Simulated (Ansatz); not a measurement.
Consider AlRu.

```
Al Ru
1.0
     0.00000    2.64156    0.00000
     0.00000    0.00000    2.97641
     3.31125    0.00000    0.00000
Al Ru
1 1
Direct
  0.00000 0.00000 0.00000
  0.50000 0.50000 0.50000
```

Space group Pmmm; changed on purpose from its base cell (strain +0.1125 x Voigt [1, -1, 0, 0, 0, 0], atoms carried along); computed pressure about 8 GPa in this cell; computed without spin polarisation.

Computed with Ansatz, DFT PBEsol, scalar-relativistic, plane waves, PAW.

**What can the converged valence pseudo-density and electron localisation function tell about the bonding?**

Al–Ru (2.59 Å): ρ at the midpoint is about 0.36 e/Å³; the ELF is about 0.35 at the midpoint.

**Metal or insulator at this level of theory?**

It is metallic or semimetallic at this level of theory: no gap opens.

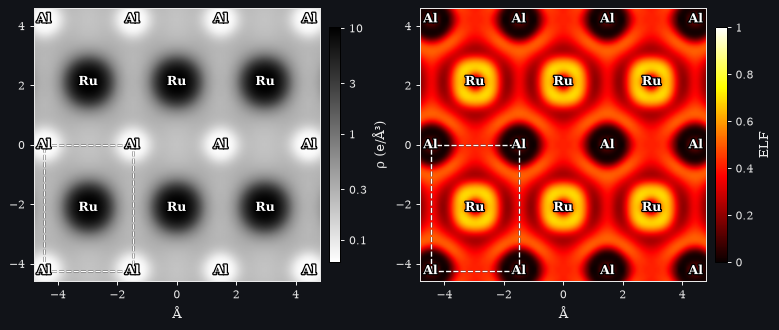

Computed valence pseudo-density and electron localisation function on the (101̄) plane of the conventional cell, in this order. 

Core electrons are frozen (PAW), and the valence fields are smoothed inside the atomic spheres.
